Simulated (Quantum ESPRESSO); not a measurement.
# MgO (Periclase): modes at Γ and the response to a field, part 2 of 5

Aim: the zone-centre modes of MgO (Periclase).

Quantum ESPRESSO 7.5; DFT PBEsol, scalar-relativistic, plane waves, PseudoDojo norm-conserving pseudopotentials.

So far. Step 3 (Relaxing the cell and atoms): Little changed from the start: no atom moved by 0.005 Å and no cell edge by 0.1 %. Step 4 (Self-consistent run for the response): The cell stands at -0.014 GPa, close enough for phonons.

The database entry behind the starting cell differs from later determinations by our own check (about 0.1 % long), so it need not match the best structure at ambient conditions.

## 5. Zone-centre response

At q = 0 one unit cell holds all displacements; symmetry groups them into irreducible representations that are solved one by one. The response to a field gives ε∞ and the Born charges, which polar modes need.

ph.in

```
phonons
&inputph
   prefix = 'x'
   outdir = './tmp'
   fildyn = 'g.dyn'
   tr2_ph = 1.0d-18
   epsil = .true.
/
0.000000000000 0.000000000000 0.000000000000
```

Command:

```bash
> OMP_NUM_THREADS=1 mpirun -n 4 ph.x -nk 4 -in ph.in > ph.out
```

The log of the run:

```text
[banners, grids, parts of the stress and lines that vanish by symmetry left out]
[banner, memory and clock lines left out]
Program PHONON v.7.5

     ./tmp/x.save/

     IMPORTANT: XC functional enforced from input :
     Exchange-correlation= PBESOL
                           (   1   4  10   8   0   0   0)
     Any further DFT definition will be discarded
     Please, verify this is what you really want

     G-vector sticks info

     Reading collected, re-writing distributed wavefunctions in ./tmp/

     Number and degeneracy of irreps per q-point
       N         xq(1)         xq(2)         xq(3)   N irreps
       1   0.000000000   0.000000000   0.000000000       2
        3   3

     Calculation of q =    0.0000000   0.0000000   0.0000000

     phonons

     bravais-lattice index     =            0
     lattice parameter (alat)  =       5.6310  a.u.
     unit-cell volume          =     126.2531 (a.u.)^3
     number of atoms/cell      =            2
     number of atomic types    =            2
     kinetic-energy cut-off    =      92.0000  Ry
     charge density cut-off    =     368.0000  Ry
     convergence threshold     =      1.0E-18
     beta                      =       0.7000
     number of iterations used =            4
     Exchange-correlation= PBESOL
                           (   1   4  10   8   0   0   0)

     celldm(1)=    5.63100  celldm(2)=    0.00000  celldm(3)=    0.00000
     celldm(4)=    0.00000  celldm(5)=    0.00000  celldm(6)=    0.00000

     crystal axes: (cart. coord. in units of alat)
               a(1) = ( -0.7071  0.0000  0.7071 )
               a(2) = (  0.0000  0.7071  0.7071 )
               a(3) = ( -0.7071  0.7071  0.0000 )

     reciprocal axes: (cart. coord. in units 2 pi/alat)
               b(1) = ( -0.7071 -0.7071  0.7071 )
               b(2) = (  0.7071  0.7071  0.7071 )
               b(3) = ( -0.7071  0.7071 -0.7071 )

     Atoms inside the unit cell:

     Cartesian axes

     site n.  atom      mass           positions (alat units)
        1  Mg     24.3050   tau(    1) = (    0.00000    0.00000    0.00000  )
        2  O      15.9990   tau(    2) = (   -0.70711    0.70711    0.70711  )

     Computing dynamical matrix for
                    q = (   0.0000000   0.0000000   0.0000000 )

     49 Sym.Ops. (with q -> -q+G )

     G cutoff =  295.5694  (  15065 G-vectors)     FFT grid: ( 36, 36, 36)
     number of k points=    72
                       cart. coord. in units 2pi/alat
        k(    1) = (   0.0000000   0.0000000   0.0000000), wk =   0.0011574
        k(    2) = (  -0.0589256   0.0589256  -0.0589256), wk =   0.0092593
        k(    3) = (  -0.1178511   0.1178511  -0.1178511), wk =   0.0092593
        [... further k-points left out ...]

     PseudoPot. # 1 for Mg read from file:
     ./pseudo/Mg.upf
     Pseudo is Norm-conserving, Zval = 10.0
     Using radial grid of 1510 points,  4 beta functions with:
                l(1) =   0
                l(2) =   0
                l(3) =   1
                l(4) =   1

     PseudoPot. # 2 for O  read from file:
     ./pseudo/O.upf
     Pseudo is Norm-conserving + core correction, Zval =  6.0
     Using radial grid of  936 points,  5 beta functions with:
                l(1) =   0
                l(2) =   0
                l(3) =   1
                l(4) =   1
                l(5) =   2

     Mode symmetry, O_h (m-3m)  point group:

     Electric field:
     Dielectric constant
     Born effective charges as d Force / d E

     Atomic displacements:
     There are    2 irreducible representations

     Representation     1      3 modes -  To be done

     Representation     2      3 modes -  To be done

     Alpha used in Ewald sum =   2.8000

     Electric Fields Calculation

      iter #   1   av.it.:   6.1
      thresh= 1.000E-02 alpha_mix =  0.700 |ddv_scf|^2 =  2.091E-08

      iter #   2   av.it.:  11.5
      thresh= 1.446E-05 alpha_mix =  0.700 |ddv_scf|^2 =  8.394E-10

      iter #   3   av.it.:  10.9
      thresh= 2.897E-06 alpha_mix =  0.700 |ddv_scf|^2 =  5.153E-11

      iter #   4   av.it.:  10.8
      thresh= 7.179E-07 alpha_mix =  0.700 |ddv_scf|^2 =  4.845E-13

      iter #   5   av.it.:  11.7
      thresh= 6.961E-08 alpha_mix =  0.700 |ddv_scf|^2 =  5.683E-16

      iter #   6   av.it.:  11.9
      thresh= 2.384E-09 alpha_mix =  0.700 |ddv_scf|^2 =  1.153E-17

      iter #   7   av.it.:  11.3
      thresh= 3.396E-10 alpha_mix =  0.700 |ddv_scf|^2 =  2.422E-19

     End of electric fields calculation

          Dielectric constant in cartesian axis

          (       3.233679355      -0.000000000       0.000000000 )
          (      -0.000000000       3.233679355      -0.000000000 )
          (       0.000000000      -0.000000000       3.233679355 )

          Effective charges (d Force / dE) in cartesian axis without acoustic sum rule applied (asr)

           atom    1  Mg    Mean Z*:        1.98591
      Ex  (        1.98591       -0.00000        0.00000 )
      Ey  (       -0.00000        1.98591       -0.00000 )
      Ez  (        0.00000       -0.00000        1.98591 )
           atom    2  O     Mean Z*:       -1.98556
      Ex  (       -1.98556       -0.00000        0.00000 )
      Ey  (       -0.00000       -1.98556       -0.00000 )
      Ez  (        0.00000       -0.00000       -1.98556 )

          Effective charges Sum: Mean:        0.00035
              0.00035       -0.00000        0.00000
             -0.00000        0.00035       -0.00000
              0.00000       -0.00000        0.00035

          Effective charges (d Force / dE) in cartesian axis with asr applied:
           atom    1  Mg    Mean Z*:        1.98574
      E*x (        1.98574        0.00000       -0.00000 )
      E*y (        0.00000        1.98574       -0.00000 )
      E*z (        0.00000        0.00000        1.98574 )
           atom    2  O     Mean Z*:       -1.98574
      E*x (       -1.98574       -0.00000        0.00000 )
      E*y (       -0.00000       -1.98574        0.00000 )
      E*z (       -0.00000       -0.00000       -1.98574 )

     Representation #   1 modes #   1   2   3

     Self-consistent Calculation

      iter #   1   av.it.:   6.9
      thresh= 1.000E-02 alpha_mix =  0.700 |ddv_scf|^2 =  1.092E-06

      iter #   2   av.it.:  11.7
      thresh= 1.045E-04 alpha_mix =  0.700 |ddv_scf|^2 =  5.941E-09

      iter #   3   av.it.:  11.8
      thresh= 7.708E-06 alpha_mix =  0.700 |ddv_scf|^2 =  1.496E-10

      iter #   4   av.it.:  11.8
      thresh= 1.223E-06 alpha_mix =  0.700 |ddv_scf|^2 =  1.131E-12

      iter #   5   av.it.:  11.9
      thresh= 1.064E-07 alpha_mix =  0.700 |ddv_scf|^2 =  2.338E-15

      iter #   6   av.it.:  11.8
      thresh= 4.835E-09 alpha_mix =  0.700 |ddv_scf|^2 =  1.002E-16

      iter #   7   av.it.:  11.8
      thresh= 1.001E-09 alpha_mix =  0.700 |ddv_scf|^2 =  5.563E-19

     End of self-consistent calculation

     Convergence has been achieved

     Representation #   2 modes #   4   5   6

     Self-consistent Calculation

      iter #   1   av.it.:   8.0
      thresh= 1.000E-02 alpha_mix =  0.700 |ddv_scf|^2 =  4.167E-06

      iter #   2   av.it.:  11.9
      thresh= 2.041E-04 alpha_mix =  0.700 |ddv_scf|^2 =  2.304E-08

      iter #   3   av.it.:  12.5
      thresh= 1.518E-05 alpha_mix =  0.700 |ddv_scf|^2 =  4.707E-10

      iter #   4   av.it.:  11.7
      thresh= 2.170E-06 alpha_mix =  0.700 |ddv_scf|^2 =  3.356E-11

      iter #   5   av.it.:  11.4
      thresh= 5.793E-07 alpha_mix =  0.700 |ddv_scf|^2 =  7.264E-14

      iter #   6   av.it.:  12.4
      thresh= 2.695E-08 alpha_mix =  0.700 |ddv_scf|^2 =  1.691E-16

      iter #   7   av.it.:  11.6
      thresh= 1.300E-09 alpha_mix =  0.700 |ddv_scf|^2 =  1.378E-17

      iter #   8   av.it.:  12.2
      thresh= 3.712E-10 alpha_mix =  0.700 |ddv_scf|^2 =  4.022E-20

     End of self-consistent calculation

     Convergence has been achieved

     Number of q in the star =    1
     List of q in the star:
          1   0.000000000   0.000000000   0.000000000

          Dielectric constant in cartesian axis

          (       3.233679355      -0.000000000       0.000000000 )
          (      -0.000000000       3.233679355      -0.000000000 )
          (       0.000000000      -0.000000000       3.233679355 )

          Effective charges (d Force / dE) in cartesian axis without acoustic sum rule applied (asr)

           atom    1  Mg    Mean Z*:        1.98591
      Ex  (        1.98591       -0.00000        0.00000 )
      Ey  (       -0.00000        1.98591       -0.00000 )
      Ez  (        0.00000       -0.00000        1.98591 )
           atom    2  O     Mean Z*:       -1.98556
      Ex  (       -1.98556       -0.00000        0.00000 )
      Ey  (       -0.00000       -1.98556       -0.00000 )
      Ez  (        0.00000       -0.00000       -1.98556 )

          Effective charges Sum: Mean:        0.00035
              0.00035       -0.00000        0.00000
             -0.00000        0.00035       -0.00000
              0.00000       -0.00000        0.00035

          Effective charges (d Force / dE) in cartesian axis with asr applied:
           atom    1  Mg    Mean Z*:        1.98574
      E*x (        1.98574        0.00000       -0.00000 )
      E*y (        0.00000        1.98574       -0.00000 )
      E*z (        0.00000        0.00000        1.98574 )
           atom    2  O     Mean Z*:       -1.98574
      E*x (       -1.98574       -0.00000        0.00000 )
      E*y (       -0.00000       -1.98574        0.00000 )
      E*z (       -0.00000       -0.00000       -1.98574 )

     Diagonalizing the dynamical matrix

     q = (    0.000000000   0.000000000   0.000000000 )

 **************************************************************************
     freq (    1) =      -0.731011 [THz] =     -24.383892 [cm-1]
     freq (    2) =      -0.731011 [THz] =     -24.383892 [cm-1]
     freq (    3) =      -0.731011 [THz] =     -24.383892 [cm-1]
     freq (    4) =      11.548444 [THz] =     385.214614 [cm-1]
     freq (    5) =      11.548444 [THz] =     385.214614 [cm-1]
     freq (    6) =      11.548444 [THz] =     385.214614 [cm-1]
 **************************************************************************

     Mode symmetry, O_h (m-3m)  point group:

     freq (   1-   3) =        -24.4  [cm-1]   --> T_1u G_15  G_4- I
     freq (   4-   6) =        385.2  [cm-1]   --> T_1u G_15  G_4- I
```

It took 2.1 min on 4 MPI ranks of Intel Xeon Platinum 8259CL at 2.50GHz (Skylake/Cascade Lake), shared host.

Read from the output:

```
miss of the charge sum rule                                       : 3.50e-4 e
largest acoustic frequency at the zone centre before the sum rule : -24.38 cm⁻¹
highest optical zone-centre mode (no LO-TO term)                  : 385.2 cm⁻¹
lowest optical zone-centre mode                                   : 385.2 cm⁻¹
mean high-frequency dielectric constant                           : 3.234
largest Born charge in size (third of the trace)                  : 1.986 e
```

Born charge (rows field, columns displacement), before the sum rule (e), principal values of the symmetric part by kind of site:

```csv
atom,atoms with these values,low,middle,high,mean
Mg1,1,1.99,1.99,1.99,1.99
O2,1,-1.99,-1.99,-1.99,-1.99
```

In full for Mg1:

```
1.99 0.00 0.00
0.00 1.99 0.00
0.00 0.00 1.99
```

High-frequency dielectric tensor:

```
3.23 0.00 0.00
0.00 3.23 0.00
0.00 0.00 3.23
```

The acoustic modes at Γ come out as far as 24.4 cm⁻¹ from zero, where they should vanish, a sizeable error of basis and grid or of the response kernel of this functional; the Born charges miss their sum rule by 3.5e-4 e, which is good.

## 6. Zone-centre analysis

A rigid shift of the crystal must cost nothing, but grids and finite bases break this; the acoustic sum rule is imposed before the matrix is diagonalised again. With Born charges the intensities follow, and the static dielectric tensor.

dynmat.in

```
&input
   fildyn = 'g.dyn'
   asr = 'simple'
   fileig = 'dynmat.eig'
   lperm = .true.
/
```

Command:

```bash
> dynmat.x -in dynmat.in > dynmat.out
```

The log of the run:

```text
[banner, memory and clock lines left out]
Program DYNMAT v.7.5

     Reading Dynamical Matrix from file g.dyn
     ...Force constants read
     ...epsilon and Z* read
     A direction for q was not specified:TO-LO splitting will be absent

     Polarizability (A^3 units)
     multiply by 0.573211 for Clausius-Mossotti correction
         3.325497   -0.000000    0.000000
        -0.000000    3.325497   -0.000000
         0.000000   -0.000000    3.325497

     IR activities are in (D/A)^2/amu units

# mode   [cm-1]    [THz]      IR
    1     -0.00   -0.0000    0.0000
    2     -0.00   -0.0000    0.0000
    3     -0.00   -0.0000    0.0000
    4    386.66   11.5918    9.4291
    5    386.66   11.5918    9.4291
    6    386.66   11.5918    9.4291

Electronic dielectric permittivity tensor (relative, adimensional)
         3.233679   -0.000000    0.000000
        -0.000000    3.233679   -0.000000
         0.000000   -0.000000    3.233679

 ... with zone-center polar mode contributions
        10.423489    0.000000    0.000000
         0.000000   10.423489    0.000000
         0.000000    0.000000   10.423489
```

Wall time 0.65 s (1 thread).

Read from the output:

| Item | Value |
| --- | --- |
| highest optical zone-centre mode (no LO-TO term) | 386.7 cm⁻¹ |
| lowest optical zone-centre mode | 386.7 cm⁻¹ |
| mean static dielectric constant | 10.42 |

Unit eigenvectors of the mass-weighted matrix after the sum rule; no LO-TO term. Modes at Γ, with each element's share of the kinetic energy:

```csv
mode,frequency (cm⁻¹),symmetry,Mg %,O %
1,0.0,acoustic,60,40
2,0.0,acoustic,60,40
3,0.0,acoustic,60,40
4,386.7,T1u,40,60
5,386.7,T1u,40,60
6,386.7,T1u,40,60
```

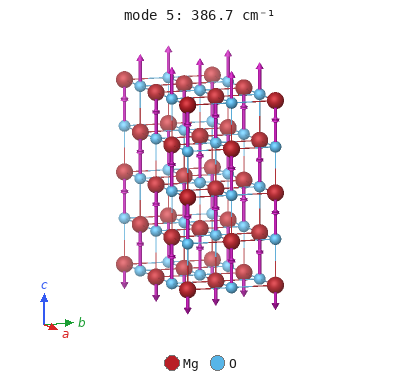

Displacement patterns of mode 5 at Γ; arrows are exaggerated. 2×1×2 conventional cells are drawn. Some periodic images of atoms are drawn too.

Degenerate modes summed, no LO-TO term. Lines of the infrared spectrum (strongest = 100):

```csv
position (cm⁻¹),lines merged,label,"IR intensity, relative"
387,3,T1u,100
```

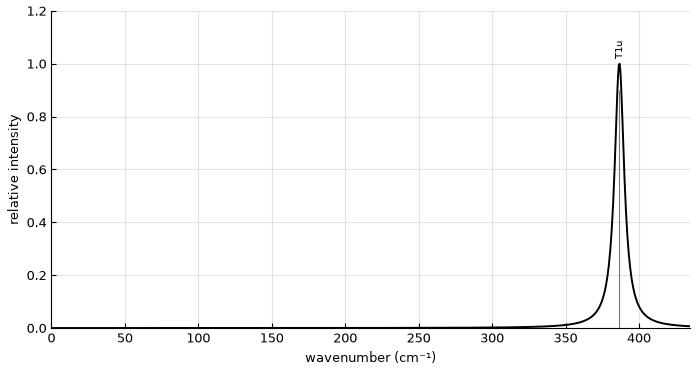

The infrared spectrum, broadened with Lorentzians of width 8 cm⁻¹; bars mark the lines.

Static dielectric tensor (ions relaxed, fixed cell):

```
10.42  0.00  0.00
 0.00 10.42  0.00
 0.00  0.00 10.42
```

The rule also moves an optical mode by 1.5 cm⁻¹.

(Part 2 of 5 ends here.)

[Host names and launcher messages were left out of these logs when they were recorded.]

[Logs are printed without paths, hosts, clocks, repeated set-up lines and the standing remarks that a program may print on its own settings, such as how far it seeks lower states.]

[Hosts, paths, dates, database ids (printed as entryN), source tags and the programs' standing remarks are cut or masked in the printed files.]
